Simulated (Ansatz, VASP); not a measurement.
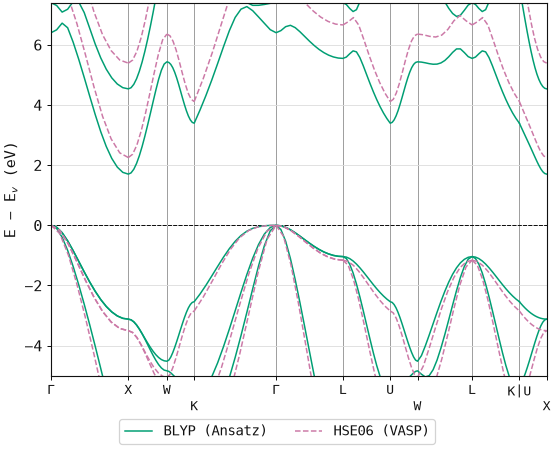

Band structures of zincblende SiC, space group F-43m, 2 atoms in the primitive cell (cubic a = 4.358 Å), by two methods on the same cell. Each is counted from its own valence-band top.

> What changes from one method to the other?

BLYP (Ansatz) gives a gap of 1.70 eV along the path and HSE06 (VASP) gives a gap of 2.25 eV along the path.

Settings. BLYP (Ansatz): Ansatz PAW, no spin polarisation, no spin-orbit coupling, 10×10×10 k mesh, 420 eV cutoff, Fermi-Dirac smearing of 0.05 eV (Ansatz 0.2.0). HSE06 (VASP): VASP PAW PBE potentials, release 64 (Si, C), no spin polarisation, no spin-orbit coupling, 5×5×5 k mesh, 520 eV cutoff, Fermi-Dirac smearing of 0.05 eV (VASP 6.6.1).

The two runs differ in program as well. The cell is at 8 GPa in BLYP (Ansatz) and −2 GPa in HSE06 (VASP). The PAW data sets were made with another functional. LDA, GGA and most meta-GGA functionals understate gaps. HSE06 (VASP): the k mesh is coarse, so the values aren't converged, least of all with exact exchange.
